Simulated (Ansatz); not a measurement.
Run report: GaS₂, geometry relaxation (part 2 of 2)

Continued. System: GaS₂ (P-3m1, 3 atoms in the cell). Method: DFT PBE, scalar-relativistic, plane waves, PAW, no spin polarisation (Ansatz 0.2.0); cutoff 420 eV, 18×18×8 k-mesh, Gaussian smearing of 0.1 eV. The structure was made by a generator, so it may or may not be a known phase.

Geometry of the input (Å; fractional positions):
```
3.3544  0.0000  0.0000
-1.6772  2.9050  0.0000
0.0000  0.0000  6.7813
Ga 0.0000  0.0000  0.0000
S  0.3333  0.6667  0.2198
S  0.6667  0.3333  0.7802
```

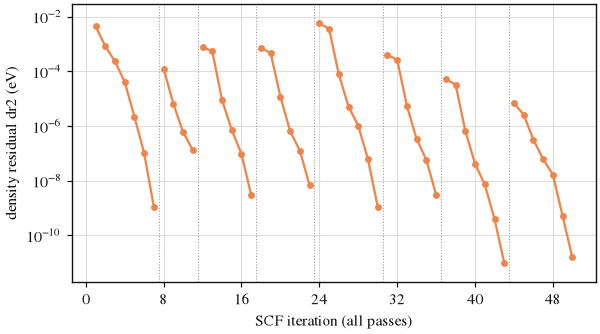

*Convergence of the self-consistent field: density residual dr2 against the SCF iteration. The dotted lines part the SCF passes of the relaxation: geometry steps, rejected trials and re-solves on a re-selected basis.*

The 8 passes take 4 to 7 iterations each, 50 in all.

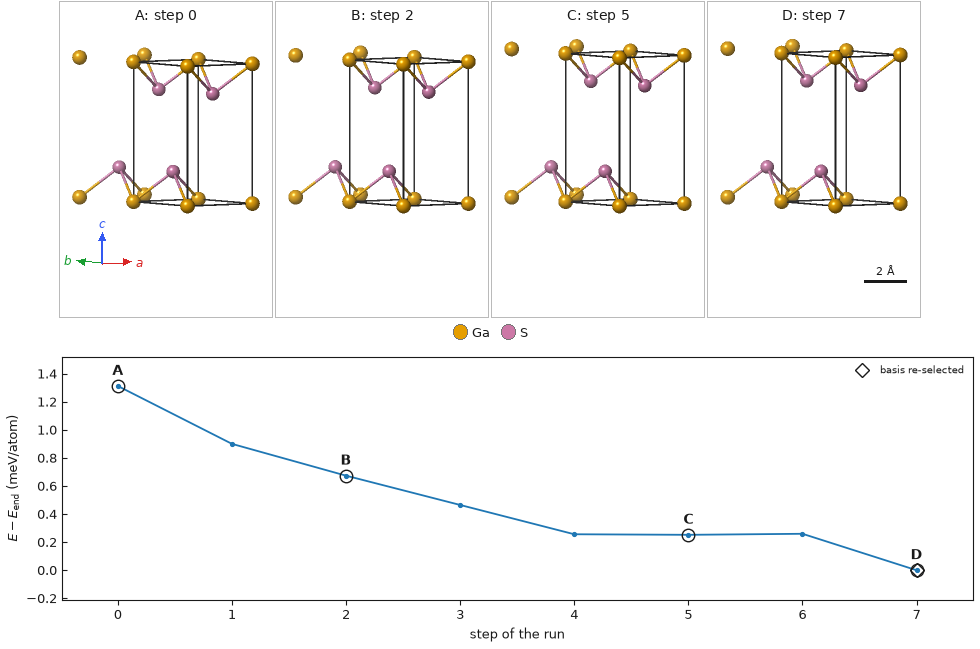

*Frames of the relaxation (ball-and-stick view of the cell of the calculation, repeated 1 × 2 × 1, seen at an oblique angle) above the curves, on which the letters mark them (the first geometry is step 0 here and step 1 in the log).*

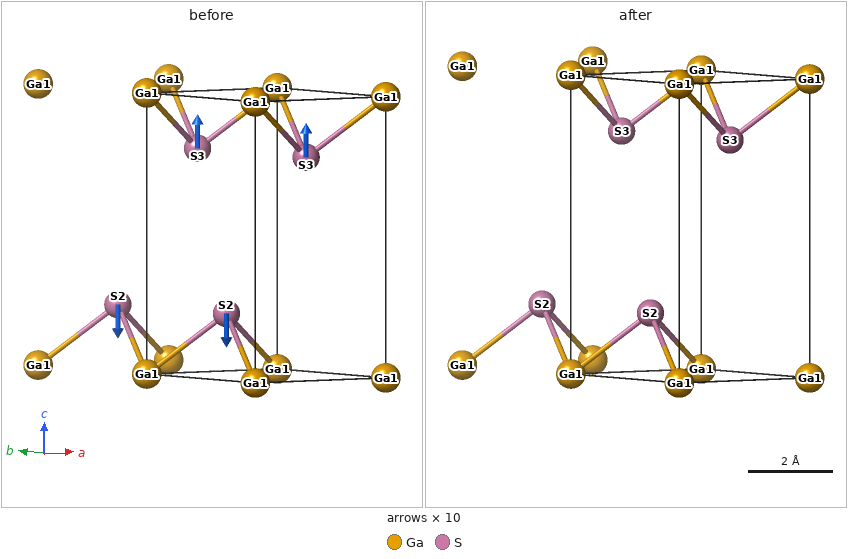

*Before (left) and after (right) the relaxation, at one scale (ball-and-stick view of the cell of the calculation, repeated 1 × 2 × 1, seen at an oblique angle). The blue arrows give the displacements (without the part carried along by the change of the cell), magnified 10 times.*

The largest moves relative to the cell, 0.083 Å, are those of S2 and S3. Ga stays in place. Cell: a = b 3.354 → 3.351 Å (−0.1 %), c 6.781 → 7.209 Å (+6.3 %). Volume +6.1 %. Among the contacts that change: Ga1–S2 2.444 → 2.449 Å. The space group stays P-3m1 (No. 164). The energy falls by 1.1 meV per atom in 6 geometry steps. Largest force component: 0.083 eV/Å at the start, under 0.0001 eV/Å at the end. Pressure: 0.45 GPa at the start and 0.01 GPa at the end. A last SCF at the same geometry on a re-selected plane-wave basis shifts the energy by −0.3 meV per atom. (Atoms are counted from 1 in the order of the input.)

```
basis re-selected at this cell: Δ(F+E_penalty+E_count) = -7.790e-4 eV, ΔP = +0.006 GPa vs the last step (what re-selecting the basis moved, of the pressure what is left beyond the Pulay correction that the steps carried, after the strain that the cell walked since its last selection, with what the two solves' SCF thresholds leave and, on support functions, any second-order correction that the steps lacked; it is no measure of the basis error at this ecutwfc). The dense FFT grid was sized anew with the basis: this SCF ran on 24×24×50 points, the steps before it on 24×24×48, so part of this shift can come from that change (see relax.cell in the input reference). This SCF's stress stands 1.98e-2 GPa from its target on what of the cell is left free (relax.cell.stress_tol is 5.00e-2 GPa) and its largest allowed force component is 3.68e-5 eV/Å (relax.f_tol is 1.00e-2 eV/Å): within both
SCF converged after 7 iterations
Free energy (F): -5587.604178 eV
Harris-Foulkes:  -5587.604178 eV  (|F-HF|=1.02e-10)
Internal energy: -5587.590815 eV  (E = F + TS)
E sigma→0 (E₀):  -5587.597497 eV
Entropy (-TS):   -0.013363 eV (-4.454 meV/atom)
Fermi energy:    3.895155 eV
--- Per-component energies (eV) ---
  E_band       = -117.577176
  E_kinetic    = 326.123741
  E_local      = -3473.293278  (includes V_loc(G=0)·N_el)
  E_nonlocal   = 485.937055
  E_hartree    = 1600.944717
  E_xc         = -260.698003
  E_vxc        = -229.615419  (∫ρ·V_xc dr)
  E_paw        = -3193.709176  (= ΣΔE_a)
  E_vpaw       = -428.618442  (= ΣTr[D̂ρ^β])
  E_aug_tail   = -0.000097  (compensation charges beyond the density's cutoff)
  E_ewald      = -1072.895774
  E_smearing   = -0.013363  (= −TS)
  E_closure    = 0.000000  (closes the sum)
  Σ components = -5587.604178   (vs F -5587.604178, Δ=0.00e0)
--- Forces (eV/Å), atoms counted from 1 ---
  atom   1  Ga     0.00000000     0.00000000     0.00000000
  atom   2  S      0.00000000     0.00000000    -0.00003683
  atom   3  S     -0.00000000    -0.00000000     0.00003683
  max |Σ_I F_I| component: 7.89e-31 eV/Å
--- Stress (GPa, compression-positive) ---
        0.000997      -0.000000      -0.000000
       -0.000000       0.000997      -0.000000
       -0.000000       0.000000       0.019799
  P = ⅓ Tr σ = 0.0073 GPa (0.073 kbar)
--- Band table (eV; the first three rows and the last of 266) ---
  k-point 0: bands = ["-10.1858", "-10.1858", "-10.1403", "-10.0842", "-10.0842", "-9.9419", "-8.4085", "-1.2658", "2.8708", "4.3072", "4.3072", "4.4720", "4.4720", "7.6668", "9.7847", "11.0526", "11.0526"]
  k-point 1: bands = ["-10.1858", "-10.1858", "-10.1402", "-10.0842", "-10.0842", "-9.9397", "-8.4136", "-1.2350", "2.7834", "4.3064", "4.3064", "4.4731", "4.4731", "7.7925", "9.7852", "11.0495", "11.0495"]
  k-point 2: bands = ["-10.1858", "-10.1858", "-10.1400", "-10.0842", "-10.0842", "-9.9342", "-8.4260", "-1.1574", "2.5791", "4.3043", "4.3043", "4.4758", "4.4758", "8.0978", "9.7854", "11.0420", "11.0420"]
  k-point 265: bands = ["-10.3559", "-10.3559", "-10.0960", "-10.0960", "-10.0536", "-7.0736", "-7.0736", "-2.1226", "0.2654", "0.2654", "0.5333", "3.1304", "3.1304", "7.1398", "10.1029", "10.1029", "11.9088"]
--- Relaxed structure (7 steps of the walk, 7 accepted, 1 SCFs on fresh bases) ---
  F+E_penalty+E_count = -5587.60417850 eV   max|allowed force component| = 3.683e-5 eV/Å   (the final SCF, on the basis selected at the relaxed cell)
  cell:  # Å, volume = 70.1021 Å³
    - [3.350922446419901, 2.8838012800964458e-11, -1.7044760171890272e-33]
    - [-1.6754612232349246, 2.9019839646967145, -1.0034143532026091e-32]
    - [3.876570876962776e-33, -2.87512340041406e-32, 7.2089415079076575]
  atoms:
    - { symbol: Ga, position: [-3.347471997355149e-35, 4.788176329949617e-35, -1.0658697501151122e-19] }
    - { symbol: S, position: [0.3333333333333333, 0.6666666666666667, 0.20831574860414465] }
    - { symbol: S, position: [0.6666666666666666, 0.3333333333333333, 0.7916842513958554] }
```

Trajectory as extended XYZ (Å, eV, eV/Å), 8 frames, from step=1 to step=8:
```
3
Lattice="3.3544 0.0000 0.0000 -1.6772 2.9050 0.0000 0.0000 0.0000 6.7813" Properties=species:S:1:pos:R:3:forces:R:3 step=1 energy=-5587.60024 pressure_GPa=0.45
Ga    0.0000    0.0000    0.0000    0.0000   0.0000   0.0000
S     0.0000    1.9366    1.4903    0.0000   0.0000   0.0832
S     1.6772    0.9683    5.2910    0.0000   0.0000  -0.0832
3
Lattice="3.3485 0.0000 0.0000 -1.6743 2.8999 0.0000 0.0000 0.0000 6.8259" Properties=species:S:1:pos:R:3:forces:R:3 step=2 energy=-5587.60148 pressure_GPa=0.16
Ga    0.0000    0.0000    0.0000    0.0000   0.0000   0.0000
S     0.0000    1.9333    1.5022    0.0000   0.0000  -0.0107
S     1.6743    0.9666    5.3236    0.0000   0.0000   0.0107
3
Lattice="3.3521 0.0000 0.0000 -1.6761 2.9030 0.0000 0.0000 0.0000 6.8822" Properties=species:S:1:pos:R:3:forces:R:3 step=3 energy=-5587.60216 pressure_GPa=-0.01
Ga    0.0000    0.0000    0.0000    0.0000   0.0000   0.0000
S     0.0000    1.9354    1.5025    0.0000   0.0000  -0.0226
S     1.6761    0.9677    5.3797    0.0000   0.0000   0.0226
3
Lattice="3.3506 0.0000 0.0000 -1.6753 2.9017 0.0000 0.0000 0.0000 6.9524" Properties=species:S:1:pos:R:3:forces:R:3 step=4 energy=-5587.60278 pressure_GPa=0.06
Ga    0.0000    0.0000    0.0000    0.0000   0.0000   0.0000
S     0.0000    1.9345    1.5017    0.0000   0.0000  -0.0063
S     1.6753    0.9672    5.4507    0.0000   0.0000   0.0063
3
Lattice="3.3502 0.0000 0.0000 -1.6751 2.9013 0.0000 0.0000 0.0000 7.1382" Properties=species:S:1:pos:R:3:forces:R:3 step=5 energy=-5587.60341 pressure_GPa=0.10
Ga    0.0000    0.0000    0.0000    0.0000   0.0000   0.0000
S     0.0000    1.9342    1.5002    0.0000   0.0000   0.0161
S     1.6751    0.9671    5.6380    0.0000   0.0000  -0.0161
3
Lattice="3.3506 0.0000 0.0000 -1.6753 2.9017 0.0000 0.0000 0.0000 7.1906" Properties=species:S:1:pos:R:3:forces:R:3 step=6 energy=-5587.60342 pressure_GPa=0.03
Ga    0.0000    0.0000    0.0000    0.0000   0.0000   0.0000
S     0.0000    1.9345    1.5013    0.0000   0.0000   0.0047
S     1.6753    0.9672    5.6892    0.0000   0.0000  -0.0047
3
Lattice="3.3509 0.0000 0.0000 -1.6755 2.9020 0.0000 0.0000 0.0000 7.2089" Properties=species:S:1:pos:R:3:forces:R:3 step=7 energy=-5587.60340 pressure_GPa=0.00
Ga    0.0000    0.0000    0.0000    0.0000   0.0000   0.0000
S     0.0000    1.9347    1.5017    0.0000   0.0000   0.0002
S     1.6755    0.9673    5.7072    0.0000   0.0000  -0.0002
3
Lattice="3.3509 0.0000 0.0000 -1.6755 2.9020 0.0000 0.0000 0.0000 7.2089" Properties=species:S:1:pos:R:3:forces:R:3 step=8 energy=-5587.60418 pressure_GPa=0.01
Ga    0.0000    0.0000    0.0000    0.0000   0.0000   0.0000
S     0.0000    1.9347    1.5017    0.0000   0.0000   0.0000
S     1.6755    0.9673    5.7072    0.0000   0.0000   0.0000
```

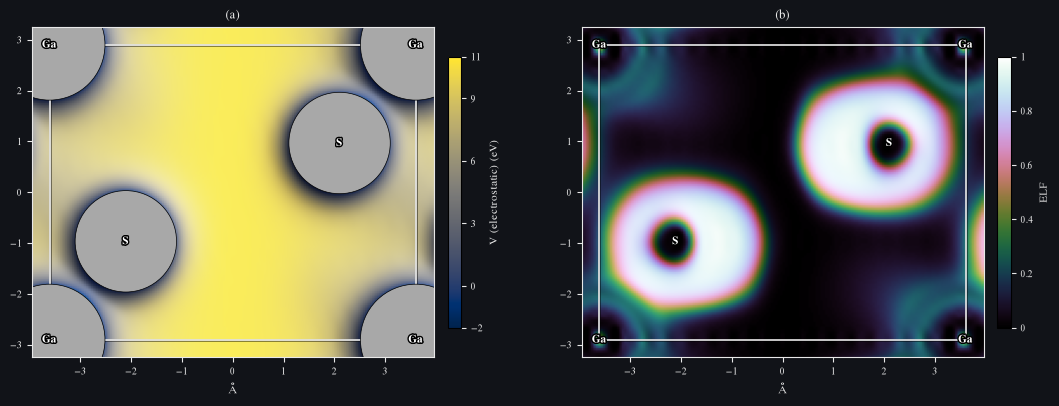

*(a) electrostatic potential (local pseudopotential plus Hartree) felt by an electron; (b) electron localisation function on the (110) plane of the conventional cell. Grey discs, where drawn, cover atomic cores.*

Atoms in the plane: Ga and S. Ga–S (2.45 Å): the ELF is about 0.60 at the midpoint. Outside the cores the potential energy rises away from the atoms and is highest about 2.2 Å from the nearest atoms; outside the discs it spans about 12 eV, and its zero is arbitrary. In a PAW calculation such maps are meaningful between the atoms, not at the nuclei.

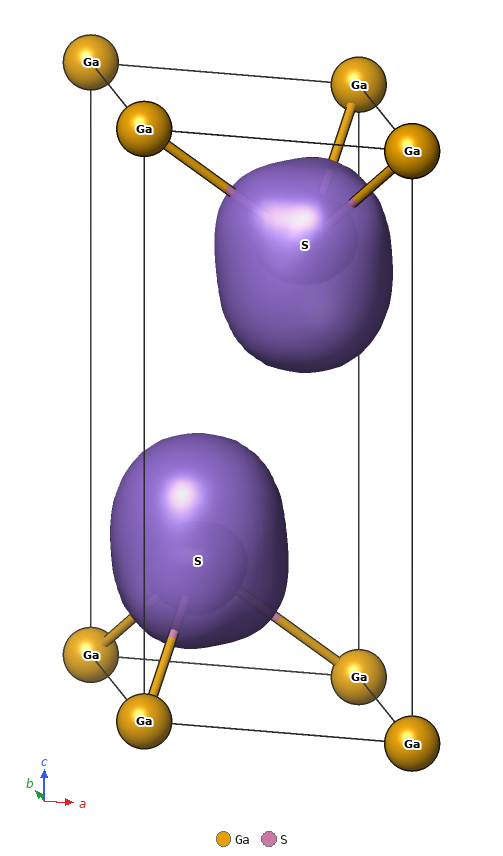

*Isosurface of the electron localisation function at 0.75 (purple), seen slightly off an axis. Core shells and regions of very low density are left out. Sticks mark near contacts. The outline is the cell set on symmetry axes.*

Along the contacts the grid gives the following. Ga–S (2.45 Å): the ELF is about 0.60 at the midpoint.

Key numbers:

```csv
quantity,value
outcome,converged
space group (tolerance 0.01 Å),P-3m1 (164)
electrons treated,25
free energy,−5587.6042 eV
Fermi energy,3.895 eV
gap on the k-point mesh,none (metallic)
pressure,0.01 GPa
final volume,70.10 Å³
largest force (length of the vector) at the end,under 0.001 eV/Å
final cell,"a = 3.351 Å, b = 3.351 Å, c = 7.209 Å, α = 90.00°, β = 90.00°, γ = 120.00°"
hardware,"1 thread of Intel Xeon (Sapphire Rapids), 64 GiB of memory available, shared host"
wall time,97 s
peak memory,0.59 GiB
```

Remarks:

The cell holds an odd number of electrons but the run has no spin polarisation, so a band is left half filled.
